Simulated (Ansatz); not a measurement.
Single-point calculation, with input and output: VO2 (part 2 of 2)

The same run, continued: VO2 (slab, 24 atoms in the cell); DFT PBE, scalar-relativistic, plane waves, PAW, spin-polarised (Ansatz 0.2.0); cutoff 420 eV, 12×6×1 k-mesh, Gaussian smearing of 0.1 eV, collinear spins. The structure derives from an entry of the Crystallography Open Database. It belongs to a series of runs on one base structure; here: (1 1 0) slab cut from the bulk.

### Output, continued
```
  k-point 1 ↑: bands = ["-63.8213", "-63.8213", "-63.7409", "-63.7406", "-63.7130", "-63.7127", "-63.6794", "-63.6794", "-37.6471", "-37.6471", "-37.5892", "-37.5881", "-37.5581", "-37.5549", "-37.5503", "-37.5497", "-37.5259", "-37.5230", "-37.5020", "-37.5019", "-37.4885", "-37.4881", "-37.4881", "-37.4849", "-37.4842", "-37.4831", "-37.4773", "-37.4750", "-37.4507", "-37.4496", "-37.3907", "-37.3907", "-17.5680", "-17.3875", "-17.1442", "-16.9474", "-16.8636", "-16.6216", "-16.3534", "-16.2925", "-16.0366", "-16.0308", "-15.9426", "-15.9262", "-15.8646", "-15.8386", "-15.0340", "-15.0311", "-5.2064", "-5.1241", "-5.0686", "-4.9876", "-4.8657", "-4.6929", "-4.2073", "-4.1493", "-4.0674", "-3.7441", "-3.1534", "-3.1530", "-3.0503", "-3.0501", "-3.0461", "-3.0226", "-3.0118", "-2.7776", "-2.7655", "-2.5652", "-2.3865", "-2.3369", "-2.3079", "-2.2329", "-2.0719", "-1.9096", "-1.7640", "-1.6682", "-1.4303", "-1.0943", "-1.0331", "-0.9669", "-0.9254", "-0.7598", "-0.7271", "-0.5942", "-0.5356", "-0.4608", "-0.3455", "-0.2798", "-0.1112", "-0.0506", "0.0251", "0.1509", "0.2384", "0.3653", "0.4464", "0.6203", "1.4691", "1.4890", "1.5606", "1.5608", "1.6487", "1.7447", "1.9512", "1.9566", "2.1608", "2.1669", "2.1727", "2.1746", "2.2872", "2.3142", "2.3495", "2.4019", "2.4088", "2.6843", "3.1105", "3.4887", "3.5120", "3.5462", "3.6500", "3.7282", "3.8421", "4.0558", "4.7444", "5.2631", "5.6117", "5.6283", "6.1605", "6.1632"]
  k-point 2 ↑: bands = ["-63.8212", "-63.8212", "-63.7408", "-63.7406", "-63.7130", "-63.7129", "-63.6794", "-63.6794", "-37.6406", "-37.6406", "-37.5888", "-37.5882", "-37.5502", "-37.5499", "-37.5430", "-37.5402", "-37.5253", "-37.5236", "-37.5019", "-37.5018", "-37.4952", "-37.4950", "-37.4919", "-37.4899", "-37.4877", "-37.4856", "-37.4837", "-37.4830", "-37.4508", "-37.4501", "-37.3908", "-37.3908", "-17.4303", "-17.2472", "-17.0201", "-17.0101", "-16.8090", "-16.7763", "-16.5056", "-16.3957", "-16.0454", "-16.0420", "-15.9479", "-15.9290", "-15.8982", "-15.8715", "-15.0260", "-15.0247", "-4.9906", "-4.8939", "-4.7753", "-4.7660", "-4.6796", "-4.5672", "-4.1659", "-4.1540", "-3.8643", "-3.4464", "-3.1003", "-3.0999", "-3.0384", "-3.0179", "-3.0087", "-2.9925", "-2.9744", "-2.8175", "-2.7726", "-2.7654", "-2.7231", "-2.5892", "-2.5409", "-2.4874", "-2.3429", "-2.1712", "-2.1291", "-1.8430", "-1.7407", "-1.2510", "-1.0930", "-0.9915", "-0.8637", "-0.7807", "-0.7599", "-0.6462", "-0.6083", "-0.5360", "-0.4979", "-0.4668", "-0.0800", "-0.0629", "0.0356", "0.0922", "0.1314", "0.2451", "0.2995", "0.5224", "1.5295", "1.5391", "1.8490", "1.8648", "1.8734", "1.9465", "1.9518", "1.9543", "2.2883", "2.3074", "2.3688", "2.3866", "2.4529", "2.4650", "2.4827", "2.4830", "2.5900", "2.8122", "3.1815", "3.2653", "3.3353", "3.5591", "3.5626", "3.7639", "3.8451", "3.9615", "5.0192", "5.3416", "5.7641", "5.8680", "6.1083", "6.1125"]
  k-point 27 ↓: bands = ["-63.0539", "-63.0539", "-62.6053", "-62.6053", "-62.5204", "-62.5204", "-62.2025", "-62.2025", "-37.2504", "-37.2504", "-36.7987", "-36.7987", "-36.7817", "-36.7817", "-36.7752", "-36.7752", "-36.6714", "-36.6714", "-36.4186", "-36.4186", "-36.4149", "-36.4149", "-36.3529", "-36.3529", "-36.3423", "-36.3423", "-36.2916", "-36.2916", "-36.0937", "-36.0937", "-35.9269", "-35.9269", "-16.6244", "-16.6244", "-16.4529", "-16.4529", "-16.4111", "-16.4111", "-16.2346", "-16.2345", "-16.0175", "-16.0175", "-15.9599", "-15.9599", "-15.8533", "-15.8533", "-15.0170", "-15.0170", "-4.4550", "-4.4550", "-4.3949", "-4.3949", "-4.2755", "-4.2755", "-3.8921", "-3.8921", "-3.6588", "-3.6588", "-3.5903", "-3.5903", "-3.5172", "-3.5172", "-3.1990", "-3.1990", "-3.1883", "-3.1883", "-2.6689", "-2.6689", "-2.4016", "-2.4016", "-2.2150", "-2.2150", "-2.1185", "-2.1185", "-1.9136", "-1.9136", "-1.8555", "-1.8555", "-1.4696", "-1.4696", "-1.2496", "-1.2496", "-1.0362", "-1.0362", "-0.9104", "-0.9104", "-0.6698", "-0.6698", "-0.5453", "-0.5453", "-0.4100", "-0.4100", "-0.3383", "-0.3383", "-0.0110", "-0.0110", "2.5303", "2.5303", "2.7710", "2.7710", "2.8401", "2.8401", "3.2670", "3.2670", "3.6016", "3.6016", "3.8825", "3.8825", "4.0427", "4.0427", "4.0814", "4.0814", "4.1590", "4.1590", "4.3484", "4.3485", "4.5302", "4.5302", "4.6098", "4.6098", "4.9015", "4.9015", "5.1934", "5.1934", "5.2950", "5.2950", "5.6246", "5.6246"]
--- Löwdin populations: 24 sites ---
  site symbol       q [e]    m [muB]
     0      O      6.5605    -0.0856
     1      V     11.6629     1.4803
     2      V     11.6250     0.7322
     3      O      6.6696    -0.0617
     4      O      6.6696    -0.0617
     5      O      6.6516    -0.0474
     6      O      6.6115    -0.0873
     7      V     11.6434     1.1063
     8      V     11.6535     1.1720
     9      O      6.6396    -0.0628
    10      O      6.6396    -0.0628
    11      O      6.6410    -0.0562
    12      O      6.6410    -0.0562
    13      V     11.6434     1.1063
    14      V     11.6535     1.1720
    15      O      6.6396    -0.0628
    16      O      6.6396    -0.0628
    17      O      6.6115    -0.0873
    18      O      6.6516    -0.0474
    19      V     11.6629     1.4803
    20      V     11.6250     0.7322
    21      O      6.6696    -0.0617
    22      O      6.6696    -0.0617
    23      O      6.5605    -0.0856
  spilling = 0.003320 (of n_electrons = 200.000000)
```

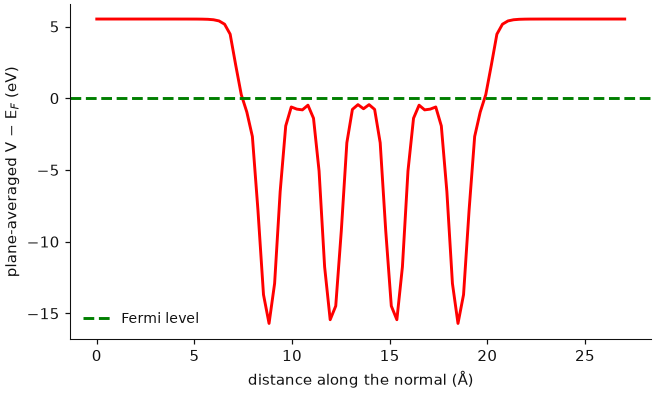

*Plane average of the electrostatic potential energy of an electron across the cell, from the Fermi level.*

The vacuum level lies 5.52 eV above the Fermi level.

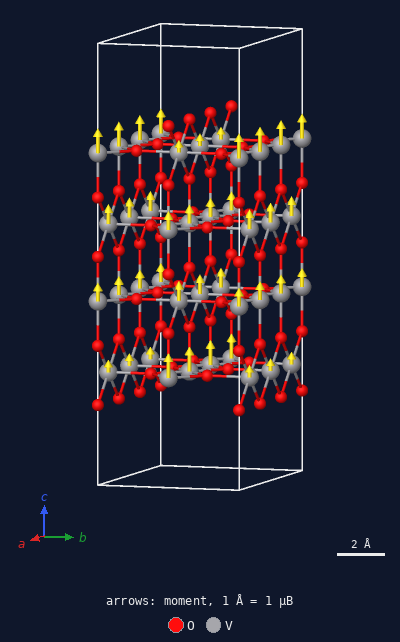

*Magnetic moments of the sites as yellow arrows (ball-and-stick view of the 3 × 1 repeat of the cell, with the vacuum cut short, seen slightly off an axis); small moments hardly show. The run is collinear, so the axis drawn is arbitrary.*

Site moments: V2, V20 (1.10 μB); V9, V15 (0.87 μB); V8, V14 (0.83 μB); V3, V21 (0.55 μB); O1, O7, O18, O24 (−0.07 μB). They are counted near the atoms and needn't add up to the moment of the cell. Atoms are counted from 1 in the order of the input.

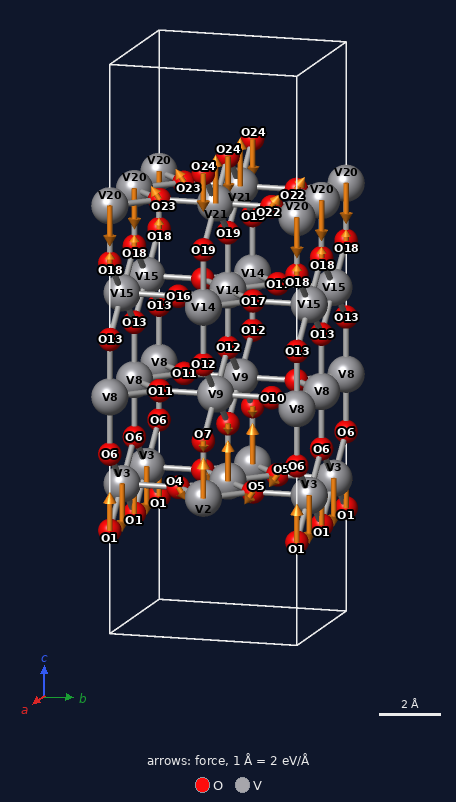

*Forces on the atoms as orange arrows (ball-and-stick view of the 2 × 1 repeat of the cell, with the vacuum cut short, seen slightly off an axis; atoms are numbered from 1 in the order of the input); the smallest are left out.*

The largest act on V3, V21 (3.29 eV/Å); V2, V20 (2.79 eV/Å); O1, O24 (2.64 eV/Å); O4, O5, O22, O23 (1.06 eV/Å). The geometry is not a stationary point of this energy.

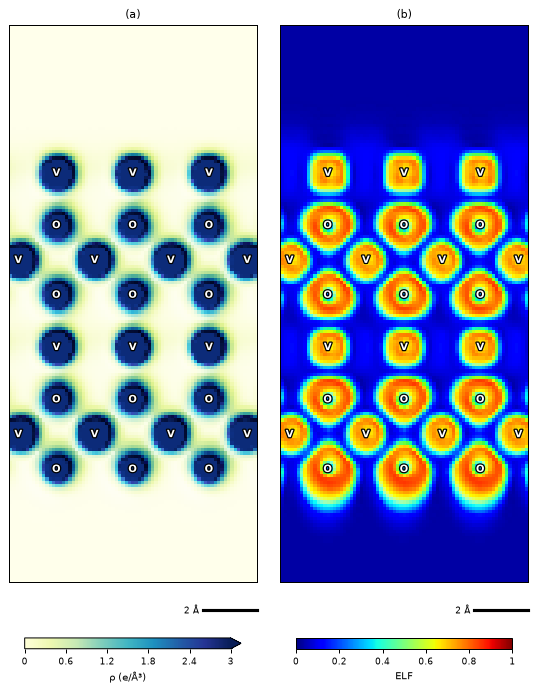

*(a) valence pseudo-density; (b) ELF on the (010) plane of the calculation cell, a cut from vacuum to vacuum.*

V–O (1.92 Å): the density is about 0.79 e/Å³ at the midpoint; the ELF is about 0.25 at the midpoint; no shared pair; the contact is polar. The density dies away to nearly zero in the vacuum. The strong features right at V lie inside the PAW spheres (semicore, d or f shells) and say nothing about bonding. Core electrons are frozen (PAW), so the fields are smoothed inside the atomic spheres.

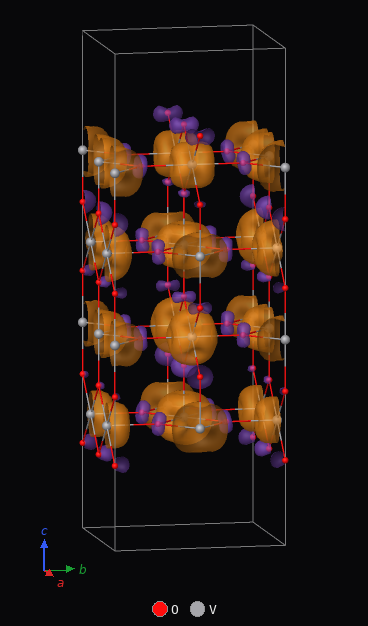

*Isosurfaces of the spin density at +0.06 (orange) and −0.06 e/Å³ (purple), seen slightly off an axis. Sticks mark near contacts.*

The cell of the calculation (24 atoms) carries 8.0 μB net.

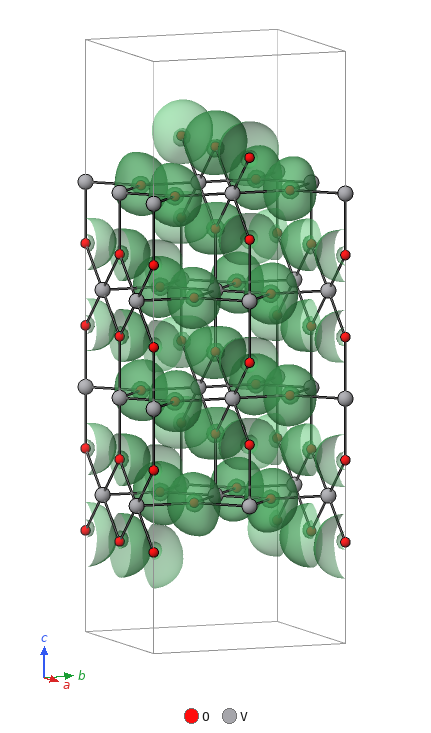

*Isosurface of the electron localisation function at 0.6 (green), seen slightly off an axis. Core shells and regions of very low density are left out. Sticks mark near contacts.*

Counts are for one cell; the picture repeats the cell along the surface. Profiles from the grid: V–O (1.92 Å): the ELF is about 0.25 at the midpoint; a polar contact without a shared pair, in a metal.

This output came from the following input.

### Input file
```yaml
crystal:
  lattice:
    - [2.8383680537, 0.0, 0.0]
    - [0.0, 6.4821129199, 0.0]
    - [0.0, 0.0, 27.3161072223]
  atoms:
    - { symbol: O, position: [0.0, 0.0, 0.2745632802] }
    - { symbol: V, position: [0.0, 0.5, 0.3220249814], spin: 0.92 }
    - { symbol: V, position: [0.5, 0.0, 0.3220249814], spin: 0.92 }
    - { symbol: O, position: [0.5, 0.2999928515, 0.3220249814] }
    - { symbol: O, position: [0.5, 0.7000071485, 0.3220249814] }
    - { symbol: O, position: [0.0, 0.0, 0.3694866827] }
    - { symbol: O, position: [0.0, 0.5, 0.3932132925] }
    - { symbol: V, position: [0.0, 0.0, 0.4406749938], spin: 0.92 }
    - { symbol: V, position: [0.5, 0.5, 0.4406749938], spin: 0.92 }
    - { symbol: O, position: [0.5, 0.7999928515, 0.4406749938] }
    - { symbol: O, position: [0.5, 0.2000071485, 0.4406749938] }
    - { symbol: O, position: [0.0, 0.5, 0.4881366951] }
    - { symbol: O, position: [0.0, 0.0, 0.5118633049] }
    - { symbol: V, position: [0.0, 0.5, 0.5593250062], spin: 0.92 }
    - { symbol: V, position: [0.5, 0.0, 0.5593250062], spin: 0.92 }
    - { symbol: O, position: [0.5, 0.2999928515, 0.5593250062] }
    - { symbol: O, position: [0.5, 0.7000071485, 0.5593250062] }
    - { symbol: O, position: [0.0, 0.0, 0.6067867075] }
    - { symbol: O, position: [0.0, 0.5, 0.6305133173] }
    - { symbol: V, position: [0.0, 0.0, 0.6779750186], spin: 0.92 }
    - { symbol: V, position: [0.5, 0.5, 0.6779750186], spin: 0.92 }
    - { symbol: O, position: [0.5, 0.7999928515, 0.6779750186] }
    - { symbol: O, position: [0.5, 0.2000071485, 0.6779750186] }
    - { symbol: O, position: [0.0, 0.5, 0.7254367198] }
basis:
  ecutwfc: 420
kpoints:
  mp_grid: { grid: [12, 6, 1] }
hamiltonian:
  xc: pbe
scf:
  occupations: { method: gaussian, width: 0.1 }
output:
  forces: true
  stress: true
  eigenvalues: true
  populations: true
  write_density: true
  write_potential: true
  elf: true
  volumetric_format: npy
magnetization:
  spin_polarized: true
efield:
  axis: 3
  dipole_correction: true
  ramp_width: 0.04
```

Command:
```bash
ansatz run input.yaml --threads 4 --pin off --max-ram 8192MiB --backend cpu --events-out ev --progress --plain --runs-dir out
```

### Results in brief

| quantity | value |
| --- | --- |
| outcome | converged |
| electrons treated | 200 |
| free energy | −32392.4265 eV |
| work function, top face | 5.52 eV |
| work function, bottom face | 5.52 eV |
| Fermi energy | 2.327 eV |
| gap on the k-point mesh | none (metallic) |
| net moment of the cell | 8.00 μB |
| integrated absolute moment | 9.84 μB |
| work function (upper face) | 5.52 eV |
| largest force (length of the vector) | 3.290 eV/Å |
| hardware | 4 threads of Intel Xeon (Sapphire Rapids), 192 GiB of memory available, shared host |
| wall time | 3.5 min (CPU time 13 min) |
| peak memory | 3.2 GiB |

Warnings of the run: the exchange-correlation potential is rough where the density is thin.
